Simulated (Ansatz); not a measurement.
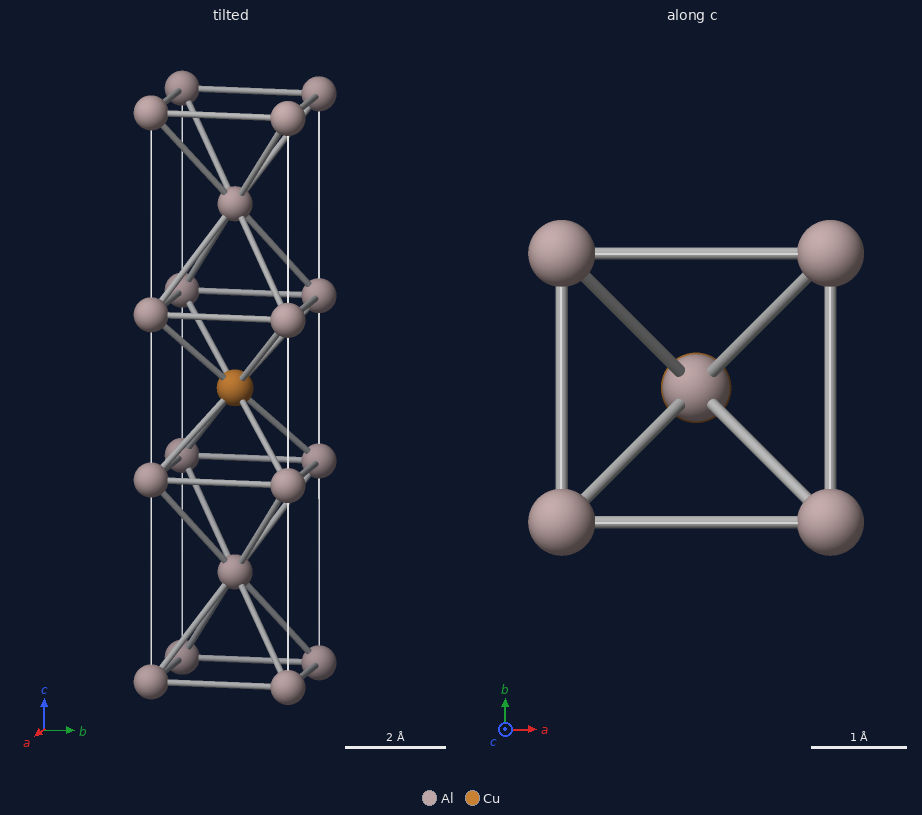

The figure gives a ball-and-stick picture of the atoms, viewed slightly off an axis and along the c axis. The edges of the conventional unit cell are marked.

Al5Cu, space group P4/mmm (No. 123), a = 2.829 Å, b = 2.829 Å, c = 11.662 Å, α = 90.00°, β = 90.00°, γ = 90.00°. Its origin is a structure type filled with these elements by a generator (whether the compound takes this form wasn't checked). Earlier steps of the study, as a rule a relaxation of our own, may have changed the cell and positions, so they can lie some per cent off the listed ones. It was run through Ansatz as a DFT input.

This one geometry was computed with Ansatz (DFT, plane waves, PAW) at three levels of theory: r2SCAN, PBE and PBEsol.

Which level gives the highest pressure at this volume, and what does that say about its equilibrium volume?

Answer. Highest: PBE (0.0 GPa), which points to the largest equilibrium volume. Lowest, with the smallest volume: r2SCAN (-3.2 GPa). Levels within 0.5 GPa of each other can't be told apart.

How does the band gap change with the level of theory?

Answer. All levels give a metal.

Collect the results in a table.

Answer.
| level | cutoff (eV) | k-mesh of the run's cell | gap (eV) | pressure (GPa) |
| --- | --- | --- | --- | --- |
| r2SCAN | 500 | 14×14×4 | metal | -3.2 |
| PBE | 420 | 14×14×4 | metal | 0.0 |
| PBEsol | 420 | 14×14×4 | metal | -2.3 |

Gaps are taken on the k-mesh or band path of each run.
